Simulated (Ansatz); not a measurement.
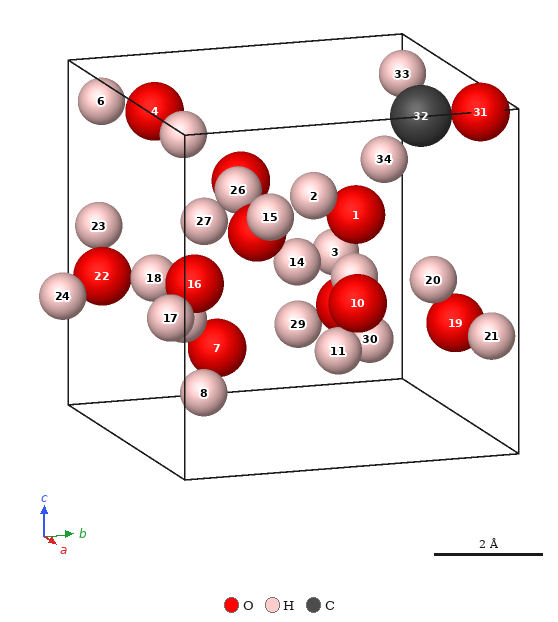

Figure 1. The input geometry (spheres-only view of the cell of the calculation, seen slightly off an axis; atoms are numbered from 1 in the order of the input).

**Molecular dynamics, with input and output: CH22O11 (part 1 of 2)**

- system: CH22O11 (disordered cell, 34 atoms in the cell)
- method: DFT LDA, scalar-relativistic, plane waves, PAW, no spin polarisation (Ansatz 0.2.0)

One setting was made poor on purpose. It belongs to a series of runs on one base structure; here: an input spoilt on purpose. Figures and captions count atoms from 1; the log counts them from 0 in places.

**Output**
```
Warning: md: disabling space-group detection — thermal motion breaks the input geometry's symmetry, so no spatial operation reduces the k-mesh or symmetrises the density; time reversal is kept, so that k and −k are solved as one point where they differ and the mesh holds both, and exact exchange and, on two spinor components, a DFT+U term hold to it where the run has them: on two components no moment then forms, and a state that bears one, which a typed moment (crystal.atoms[].spin; refused beside efield: under a hybrid functional) reaches, can lie lower, under hf by electronvolts; crystal.symmetry.detect: false (a key that needs symmetry detection or time reversal refuses this as the deck is read) with time_reversal: false beside it drops time reversal too
Engine: ansatz 0.2.0, aarch64-unknown-linux-gnu
Pseudopotentials: kind: paw
Pseudopotential: O, paw, valence charge 6, recommended cutoff 420 eV (normal), O.paw.azcp
Pseudopotential: H, paw, valence charge 1, recommended cutoff 420 eV (normal), H.paw.azcp
Pseudopotential: C, paw, valence charge 4, recommended cutoff 420 eV (normal), C.paw.azcp
Functional definition: SPW92
  exchange = slater_x
  correlation = pw_c
Crystal: 34 atoms, lattice volume = 288.800 Å³
Basis set: ecut = 420 eV, 5695 PW (Γ)
Bands: 80, of which v1, the nominal top of the filled ones, is band 46 counted from 1 (45 counted from 0)
Symmetry: 1 space group operations
k-points: 1
Non-local potential: O, projectors of the file, l = 0: 2, l = 1: 2, l = 2: 1
Non-local potential: H, projectors of the file, l = 0: 2, l = 1: 1
Non-local potential: C, projectors of the file, l = 0: 2, l = 1: 2, l = 2: 1
PAW form: soft (Blöchl's): semilocal exchange-correlation on the pseudo side does not see the compensation charge
PAW frozen core: O, regenerated for the run's functional, and the local potential with it (the file was generated under x = pbe(κ = 0.804, μ = 0.2195149727645171), c = pbe(β = 0.06672455060314922))
PAW frozen core: C, regenerated for the run's functional, and the local potential with it (the file was generated under x = pbe(κ = 0.804, μ = 0.2195149727645171), c = pbe(β = 0.06672455060314922))
PAW one-centre angular grid: O, 110 points (default); XC on 64 Gauss nodes
PAW one-centre angular grid: H, 110 points (default); XC on 64 Gauss nodes
PAW one-centre angular grid: C, 110 points (default); XC on 64 Gauss nodes
Initial density: superposition of atomic densities (neutral atoms: chi_scale 0, normalization atom), corrected by the library's trained network
Initial wavefunctions: pseudopotential atomic-orbital guess
Functional: x = slater, c = lda
SCF iter   1: F=—  HF=-6696.548633 eV  |F-HF|=—  |Δ(HF+E_count)|=         —  Δρ=9.17e-3  dr2=1.83e-1  ethr=1.77e-3  ⟨swp⟩=6.0  Hψ=360  notcnv=0  defer=11
preconditioner: auto → Resta (q_TF=auto, 2.255 Å⁻¹)  ε∞=2.4  [insulator: Δε(μ)=3.360 eV  Ē_g=17.970 eV  σ=0.050 eV  W_gap=1.00  n_scr=56 (ndim 8)  ℏωp=21.0 eV  f_vac=0.232  D(μ)=0.00/eV (n_scr^D=0)  ε∞_Penn≈2.4]
SCF iter   2: F=—  HF=-6696.498126 eV  |F-HF|=—  |Δ(HF+E_count)|=   5.05e-2  Δρ=4.57e-3  dr2=4.48e-2  ethr=1.99e-4  ⟨swp⟩=2.0  Hψ=144  notcnv=0  defer=28
SCF iter   3: F=—  HF=-6696.487239 eV  |F-HF|=—  |Δ(HF+E_count)|=   1.09e-2  Δρ=2.46e-3  dr2=1.54e-2  ethr=4.87e-5  ⟨swp⟩=2.0  Hψ=103  notcnv=0  defer=28
SCF iter   4: F=—  HF=-6696.483301 eV  |F-HF|=—  |Δ(HF+E_count)|=   3.94e-3  Δρ=6.23e-4  dr2=1.15e-3  ethr=1.67e-5  ⟨swp⟩=2.0  Hψ=99  notcnv=0  defer=28
SCF iter   5: F=—  HF=-6696.483187 eV  |F-HF|=—  |Δ(HF+E_count)|=   1.14e-4  Δρ=2.69e-4  dr2=2.03e-4  ethr=1.25e-6  ⟨swp⟩=2.0  Hψ=138  notcnv=0  defer=28
SCF iter   6: F=—  HF=-6696.483199 eV  |F-HF|=—  |Δ(HF+E_count)|=   1.18e-5  Δρ=8.27e-5  dr2=2.29e-5  ethr=2.21e-7  ⟨swp⟩=2.0  Hψ=85  notcnv=0  defer=28
SCF iter   7: F=—  HF=-6696.483196 eV  |F-HF|=—  |Δ(HF+E_count)|=   2.44e-6  Δρ=2.32e-5  dr2=1.52e-6  ethr=2.49e-8  ⟨swp⟩=2.0  Hψ=87  notcnv=0  defer=28
SCF iter   8: F=—  HF=-6696.483197 eV  |F-HF|=—  |Δ(HF+E_count)|=   1.24e-6  Δρ=1.75e-5  dr2=6.77e-7  ethr=1.65e-9  ⟨swp⟩=2.0  Hψ=98  notcnv=0  defer=28
SCF iter   9: F=-6696.483197 eV  HF=-6696.483197 eV  |F-HF|=2.84e-8  |Δ(HF+E_count)|=   1.08e-8  Δρ=3.08e-6  dr2=3.08e-8  ethr=3.70e-11  ⟨swp⟩=4.0  Hψ=281  notcnv=0
SCF 1 converged in 9 iterations: F = -6696.483197 eV  dr2 = 3.08e-8
  greatest PAW one-centre occupation: 0.872 electrons in one spin orbital (limit 2), on the O atom at site 30 (counted from 0), in its partial waves of l = 0
md step     0: t =     0.00 fs  T = 30000.0 K  F+E_penalty+E_count = -6696.48319743 eV  E_kin = 127.967399 eV  conserved = -6568.51579849 eV  (9 SCF iters)
Initial density: handed on by an earlier stage of this run
Initial wavefunctions: those handed on with the density
iter 1 solved again at ethr=5.25e-4 eV; its pass at ethr=3.10e-3 eV (dr2=4.83e-1 eV) is discarded
SCF iter   1: F=—  HF=-6694.980060 eV  |F-HF|=—  |Δ(HF+E_count)|=         —  Δρ=1.82e-2  dr2=4.85e-1  ethr=5.25e-4  ⟨swp⟩=4.0  Hψ=436  notcnv=0
preconditioner: auto → Resta (q_TF=auto, 2.255 Å⁻¹)  ε∞=2.4  [insulator: Δε(μ)=3.562 eV  Ē_g=17.932 eV  σ=0.050 eV  W_gap=1.00  n_scr=56 (ndim 8)  ℏωp=21.0 eV  f_vac=0.229  D(μ)=0.00/eV (n_scr^D=0)  ε∞_Penn≈2.4]
SCF iter   2: F=—  HF=-6694.872772 eV  |F-HF|=—  |Δ(HF+E_count)|=   1.07e-1  Δρ=8.32e-3  dr2=8.92e-2  ethr=5.25e-4  ⟨swp⟩=4.0  Hψ=150  notcnv=0
SCF iter   3: F=—  HF=-6694.858382 eV  |F-HF|=—  |Δ(HF+E_count)|=   1.44e-2  Δρ=3.74e-3  dr2=1.99e-2  ethr=9.69e-5  ⟨swp⟩=3.0  Hψ=132  notcnv=0  defer=27
SCF iter   4: F=—  HF=-6694.856024 eV  |F-HF|=—  |Δ(HF+E_count)|=   2.36e-3  Δρ=8.25e-4  dr2=1.88e-3  ethr=2.16e-5  ⟨swp⟩=2.0  Hψ=96  notcnv=0  defer=27
SCF iter   5: F=—  HF=-6694.855894 eV  |F-HF|=—  |Δ(HF+E_count)|=   1.31e-4  Δρ=4.27e-4  dr2=4.89e-4  ethr=2.04e-6  ⟨swp⟩=2.0  Hψ=96  notcnv=0  defer=27
SCF iter   6: F=—  HF=-6694.855895 eV  |F-HF|=—  |Δ(HF+E_count)|=   1.77e-6  Δρ=1.69e-4  dr2=7.66e-5  ethr=5.32e-7  ⟨swp⟩=2.0  Hψ=96  notcnv=0  defer=27
SCF iter   7: F=—  HF=-6694.855889 eV  |F-HF|=—  |Δ(HF+E_count)|=   6.91e-6  Δρ=5.37e-5  dr2=8.54e-6  ethr=8.33e-8  ⟨swp⟩=2.0  Hψ=96  notcnv=0  defer=27
SCF iter   8: F=—  HF=-6694.855898 eV  |F-HF|=—  |Δ(HF+E_count)|=   9.45e-6  Δρ=1.53e-5  dr2=7.52e-7  ethr=9.28e-9  ⟨swp⟩=2.0  Hψ=96  notcnv=0  defer=27
SCF iter   9: F=—  HF=-6694.855899 eV  |F-HF|=—  |Δ(HF+E_count)|=   6.46e-7  Δρ=7.31e-6  dr2=1.47e-7  ethr=8.18e-10  ⟨swp⟩=2.0  Hψ=94  notcnv=0  defer=27
SCF iter  10: F=-6694.855899 eV  HF=-6694.855899 eV  |F-HF|=1.69e-8  |Δ(HF+E_count)|=   1.10e-7  Δρ=1.97e-6  dr2=1.28e-8  ethr=3.70e-11  ⟨swp⟩=5.0  Hψ=232  notcnv=0
SCF 2 converged in 10 iterations: F = -6694.855899 eV  dr2 = 1.28e-8
  greatest PAW one-centre occupation: 0.874 electrons in one spin orbital (limit 2), on the O atom at site 30 (counted from 0), in its partial waves of l = 0
md step     1: t =     0.50 fs  T = 29631.8 K  F+E_penalty+E_count = -6694.85589874 eV  E_kin = 126.396734 eV  conserved = -6568.45920348 eV  (10 SCF iters)
[... from here on the SCF iterations and repeated set-up lines of each step are left out, up to the last step ...]
md step     2: t =     1.00 fs  T = 28741.2 K  F+E_penalty+E_count = -6690.97117096 eV  E_kin = 122.597912 eV  conserved = -6568.37369350 eV  (10 SCF iters)
md step     3: t =     1.50 fs  T = 27599.5 K  F+E_penalty+E_count = -6685.99637792 eV  E_kin = 117.727804 eV  conserved = -6568.27041834 eV  (10 SCF iters)
md step     4: t =     2.00 fs  T = 26487.5 K  F+E_penalty+E_count = -6681.21626147 eV  E_kin = 112.984523 eV  conserved = -6568.23677597 eV  (11 SCF iters)
md step     5: t =     2.50 fs  T = 25509.2 K  F+E_penalty+E_count = -6677.06668130 eV  E_kin = 108.811515 eV  conserved = -6568.26585404 eV  (11 SCF iters)
md step     6: t =     3.00 fs  T = 24610.0 K  F+E_penalty+E_count = -6673.21557205 eV  E_kin = 104.975858 eV  conserved = -6568.25904023 eV  (15 SCF iters)
md step     7: t =     3.50 fs  T = 23752.8 K  F+E_penalty+E_count = -6669.54273356 eV  E_kin = 101.319452 eV  conserved = -6568.25464243 eV  (17 SCF iters)
md step     8: t =     4.00 fs  T = 22940.0 K  F+E_penalty+E_count = -6666.06485748 eV  E_kin = 97.852468 eV  conserved = -6568.25951251 eV  (19 SCF iters)
md step     9: t =     4.50 fs  T = 22150.3 K  F+E_penalty+E_count = -6662.70090486 eV  E_kin = 94.483702 eV  conserved = -6568.28406880 eV  (19 SCF iters)
md step    10: t =     5.00 fs  T = 21336.8 K  F+E_penalty+E_count = -6659.21007378 eV  E_kin = 91.013803 eV  conserved = -6568.28702917 eV  (19 SCF iters)
md step    11: t =     5.50 fs  T = 20553.4 K  F+E_penalty+E_count = -6655.73571205 eV  E_kin = 87.672285 eV  conserved = -6568.18235589 eV  (15 SCF iters)
md step    12: t =     6.00 fs  T = 20010.6 K  F+E_penalty+E_count = -6653.38986707 eV  E_kin = 85.356918 eV  conserved = -6568.18459425 eV  (16 SCF iters)
md step    13: t =     6.50 fs  T = 19700.5 K  F+E_penalty+E_count = -6652.13288059 eV  E_kin = 84.034102 eV  conserved = -6568.28808258 eV  (19 SCF iters)
md step    14: t =     7.00 fs  T = 19409.5 K  F+E_penalty+E_count = -6650.83997012 eV  E_kin = 82.792735 eV  conserved = -6568.27935425 eV  (19 SCF iters)
md step    15: t =     7.50 fs  T = 19097.9 K  F+E_penalty+E_count = -6649.43257324 eV  E_kin = 81.463472 eV  conserved = -6568.24917400 eV  (16 SCF iters)
md step    16: t =     8.00 fs  T = 18826.6 K  F+E_penalty+E_count = -6648.21756658 eV  E_kin = 80.306348 eV  conserved = -6568.24439692 eV  (14 SCF iters)
md step    17: t =     8.50 fs  T = 18620.6 K  F+E_penalty+E_count = -6647.28371276 eV  E_kin = 79.427489 eV  conserved = -6568.24778584 eV  (14 SCF iters)
md step    18: t =     9.00 fs  T = 18479.0 K  F+E_penalty+E_count = -6646.61724725 eV  E_kin = 78.823771 eV  conserved = -6568.24888065 eV  (14 SCF iters)
md step    19: t =     9.50 fs  T = 18399.2 K  F+E_penalty+E_count = -6646.20954156 eV  E_kin = 78.483160 eV  conserved = -6568.25128734 eV  (13 SCF iters)
md step    20: t =    10.00 fs  T = 18373.3 K  F+E_penalty+E_count = -6646.02565795 eV  E_kin = 78.372932 eV  conserved = -6568.25299827 eV  (15 SCF iters)
md step    21: t =    10.50 fs  T = 18391.2 K  F+E_penalty+E_count = -6646.02305880 eV  E_kin = 78.449273 eV  conserved = -6568.25548454 eV  (12 SCF iters)
md step    22: t =    11.00 fs  T = 18439.8 K  F+E_penalty+E_count = -6646.14920191 eV  E_kin = 78.656618 eV  conserved = -6568.26193563 eV  (15 SCF iters)
md step    23: t =    11.50 fs  T = 18500.4 K  F+E_penalty+E_count = -6646.32057768 eV  E_kin = 78.914859 eV  conserved = -6568.26905422 eV  (13 SCF iters)
md step    24: t =    12.00 fs  T = 18553.8 K  F+E_penalty+E_count = -6646.45309462 eV  E_kin = 79.142622 eV  conserved = -6568.27414020 eV  (16 SCF iters)
preconditioner: auto → LDOS  [metal: Δε(μ)=0.080 eV  Ē_g=13.804 eV  σ=0.050 eV  W_gap=0.38  n_scr=56 (ndim 8)  ℏωp=21.0 eV  f_vac=0.079  D(μ)=20.65/eV (n_scr^D=250)  β→1.0]
md step    25: t =    12.50 fs  T = 18584.6 K  F+E_penalty+E_count = -6646.48536884 eV  E_kin = 79.274249 eV  conserved = -6568.28139319 eV  (16 SCF iters)
```

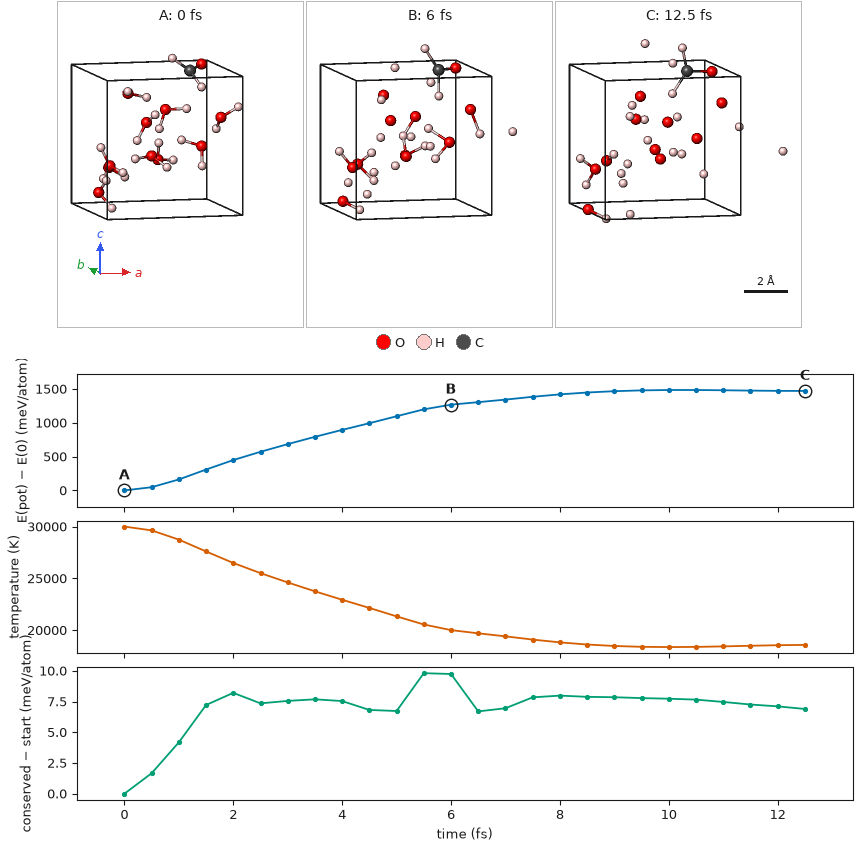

Figure 2. Frames of the molecular dynamics (ball-and-stick, simulation cell, seen slightly off an axis) above the curves, on which the letters mark them. The trajectory kept here has 26 frames over 12.5 fs. The temperature starts at 30000 K, ranges from 18373 to 30000 K and averages 18721 K over the second half. The potential energy ends 1470.5 meV/atom above its first value. The conserved quantity stays within 9.8 meV/atom. With the common drift removed, the root-mean-square displacement is 1.66 Å, and H2 has moved furthest (3.77 Å).

```
Free energy (F): -6646.485369 eV
Harris-Foulkes:  -6646.485369 eV  (|F-HF|=2.17e-8)
[...]
Internal energy: -6646.320140 eV  (E = F + TS)
E sigma→0 (E₀):  -6646.402754 eV
Entropy (-TS):   -0.165229 eV (-4.860 meV/atom)
Fermi energy:    -0.469344 eV
--- Per-component energies (eV) ---
  E_band       = -705.014051
  E_kinetic    = 2177.809487
  E_local      = -6009.138891  (includes V_loc(G=0)·N_el)
  E_nonlocal   = 602.245990
  E_hartree    = 2102.095606
  E_xc         = -993.287368
  E_vxc        = -1277.723484  (∫ρ·V_xc dr)
  E_paw        = -1701.009555  (= ΣΔE_a)
  E_vpaw       = -402.407339  (= ΣTr[D̂ρ^β])
  E_aug_tail   = 0.007576  (compensation charges beyond the density's cutoff)
  E_ewald      = -2826.171955
  E_core_change = 1.128969  (= ΣΔE_core)
  E_smearing   = -0.165229  (= −TS)
  E_closure    = -0.000000  (closes the sum)
  Σ components = -6646.485369   (vs F -6646.485369, Δ=0.00e0)
--- Forces (eV/Å), atoms counted from 1 ---
  atom   1  O      1.50407290    -0.16627225     0.94769732
  atom   2  H     -2.96767378     1.39844969     0.21282741
  atom   3  H     -0.08297149     2.63601297     0.19457555
  atom   4  O     -2.01608928     1.23143336    -0.28121726
  atom   5  H      2.30116303     1.03999065     1.97608577
  atom   6  H     -2.21332587     0.36774543     0.94343500
  atom   7  O      1.61523900    -3.89854810    -2.31390289
  atom   8  H      0.08334911     1.82327594     0.63331634
  atom   9  H      1.87140783    -0.35530836    -1.32812829
  atom  10  O     -3.07148152    -1.40609933    -2.84823443
  atom  11  H      3.53204677     0.72901073     2.31964105
  atom  12  H     -0.27120476    -1.47331600    -1.78551671
  atom  13  O      0.33928351     0.00055280    -1.22696143
  atom  14  H     -0.49720710     1.47891022     3.04399429
  atom  15  H      0.79730160    -0.07040128     0.53504460
  atom  16  O     -5.30721139    -0.79560972    -5.94654512
  atom  17  H     -0.05660287    -0.53539906    -0.16980722
  atom  18  H      0.57910837    -2.14333807     1.90639052
  atom  19  O      4.05829434    -2.92095070     0.46540831
  atom  20  H     -2.64001950     1.67439993     0.89235164
  atom  21  H     -1.28931125     2.39770559     1.47277690
  atom  22  O      3.56840941     0.04682752     0.24122739
  atom  23  H     -1.93112252    -1.22455781     0.64525051
  atom  24  H     -2.08823385     2.28019377     1.28786339
  atom  25  O      0.14751589    -0.23104588     0.56181268
  atom  26  H     -0.05756224    -0.23284894    -0.69857182
  atom  27  H      2.21222326    -1.38163724     0.63432680
  atom  28  O      1.06683537    -2.58055311    -3.89189675
  atom  29  H      0.97021316     0.30564299     0.07429828
  atom  30  H     -1.91012319     0.59492303     1.91029009
  atom  31  O     -3.39670976    -1.40649822    -0.03894784
  atom  32  C      4.67891203     1.30481949    -1.84461514
  atom  33  H     -0.14554132     1.06604818    -1.00621500
  atom  34  H      0.61696935     0.44644437     2.48205504
  max |Σ_I F_I| component: 1.09e-4 eV/Å
--- MD trajectory: 25 steps, t = 0.0 → 12.5 fs ---
  final state: T = 18584.6 K   F+E_penalty+E_count = -6646.48536884 eV   E_kin = 79.274249 eV
  conserved energy: peak-to-peak 3.334e-1 eV (9.807e-3 eV/atom) over 12.5 fs
```

**Trajectory as extended XYZ (Å, eV, eV/Å), 6 of the 26 frames kept, from step=0 to step=25**
```
34
Lattice="6.6100 0.0000 0.0000 0.0000 6.6100 0.0000 0.0000 0.0000 6.6100" Properties=species:S:1:pos:R:3:forces:R:3 step=0 time_fs=0.0 energy=-6696.48320 temperature=30000.0
O     3.1292    4.5995    3.9816    0.9090  -0.1848  -0.2133
H     3.3156    3.6980    4.4527   -0.3599   0.1182  -0.3006
H     2.6157    4.3736    3.1698   -0.5511   0.0586   0.3038
O     1.3351    1.2427   -0.7849    0.4067  -1.0785   0.7125
H     2.3092    1.4695   -1.0349   -0.0112  -0.0626   0.1329
H     1.0690    0.2829   -0.5787    0.3522   1.1244  -0.1977
O     6.9372    2.8302    0.9477    0.1713   0.3048   0.2347
H     7.4638    2.3821    0.2380   -0.0565  -0.1852  -1.0490
H     7.1098    2.1023    1.5939   -0.5533  -0.0735   0.6403
O     5.6129    3.7676    2.8827   -0.4455   0.0705   0.8302
H     5.5368    3.4111    1.9839    0.2248  -0.2213  -0.5491
H     4.6947    4.0237    3.1723    0.0415   0.0022   0.1403
O     5.9876    1.6465    4.4878   -2.4599   0.6764  -1.4760
H     5.9716    2.4475    3.8588   -0.1001  -0.1379   0.3141
H     6.8307    1.6145    4.9651    1.3807  -0.0071   1.0164
O     2.5883    1.5958    2.7636   -0.9662  -1.0656  -0.6691
H     3.1585    0.9228    2.2838    0.2575   0.0553   0.1870
H     1.6597    1.1165    2.7081    0.3576   0.6796   0.0889
O     4.1224    6.2248    1.9964   -1.4936   0.6142  -1.7803
H     4.0552    5.8090    2.8436   -0.1281  -0.9998   2.0077
H     4.9782    6.6378    1.8989    1.6518   0.4315  -0.1122
O     0.2767    0.5795    2.4825    0.6424  -0.6186  -1.7457
H    -0.1453    0.6541    3.3573   -0.5112   0.3095   1.2988
H     0.6689   -0.3431    2.2567   -0.3471  -0.1246  -0.0103
O     3.4258    2.2195    4.8739    0.3130  -1.1747   0.7469
H     4.3619    1.8387    4.9316   -0.1185   0.4228   0.0922
H     2.9794    1.6501    4.0423    0.6617   1.4094  -0.3222
O     1.3909    4.9975    1.8441    1.4600   0.9016   0.1810
H     0.9208    4.2263    1.4265   -0.1670  -0.9214  -0.2822
H     2.2284    5.1911    1.3503   -0.6352  -0.0972   0.1668
O     6.1978    5.9932    6.5099   -0.8257  -0.1013   0.0153
C     5.3929    5.0966    6.3275    2.7696  -0.5309  -0.9221
H     4.5129    5.0371    6.9518   -1.0452  -0.0272   0.2398
H     5.7318    4.2521    5.6343   -0.8242   0.4332   0.2805
```
